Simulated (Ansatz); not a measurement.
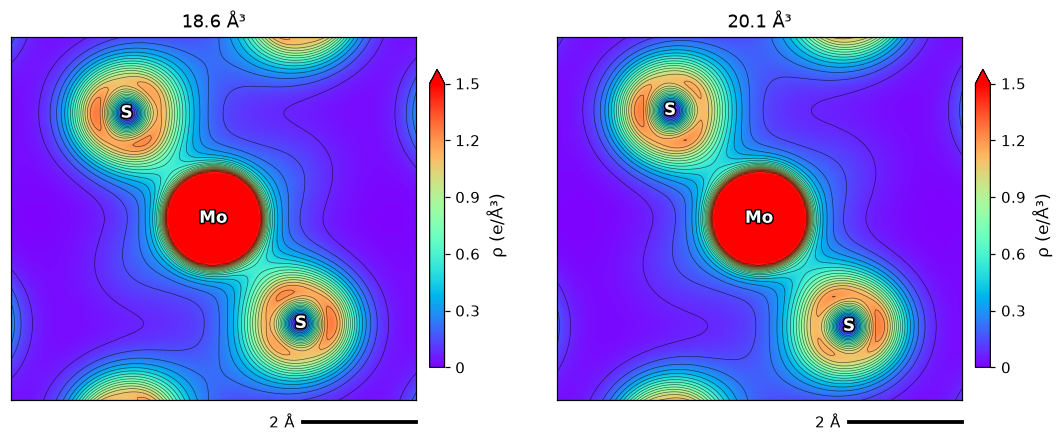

MoS2. The valence electron density of cells scaled evenly to different volumes (given per atom above each panel), on the (110) plane of each (indices in the axes of the cell below), at one length scale and on one colour scale.

A structure from a database of computed crystals, not necessarily the ambient phase.

These are results of Kohn-Sham DFT of a periodic cell, BLYP with D4, Ansatz PAW in Ansatz 0.2.0, not measurements.

The density is the valence pseudo-density of a PAW calculation; it isn't the true density close to the nuclei.

The largest cell:

```xyz
3
Lattice="3.2908 0.0000 0.0000 -1.6454 2.8499 0.0000 0.0000 0.0000 6.4363" Properties=species:S:1:pos:R:3 pbc="T T T"
Mo    0.0000    0.0000    3.2181
S     1.6454    0.9500    4.7930
S     0.0000    1.8999    1.6433
```

| volume (Å³/atom) | Mo–S contact in the plane (Å) | ρ at its midpoint (e/Å³) | pressure (GPa) | 
| --- | --- | --- | --- |
| 18.60 | 2.404 | 0.574 | 4.2 | 
| 19.36 | 2.436 | ? | ? | 
| 20.12 | 2.468 | 0.515 | −5.5 | 

Estimate the missing row, and compare with the calculation.

Answer. Over the known rows ln ρ falls by 1.69 per Å of Mo–S distance (the line through the two), which gives 0.544 e/Å³ at 2.436 Å; the calculation gives 0.543 e/Å³. For the pressure, a straight line in volume between the neighbouring rows gives −0.6 GPa; the calculation gives −1.2, lower because pressure rises ever faster on compression.
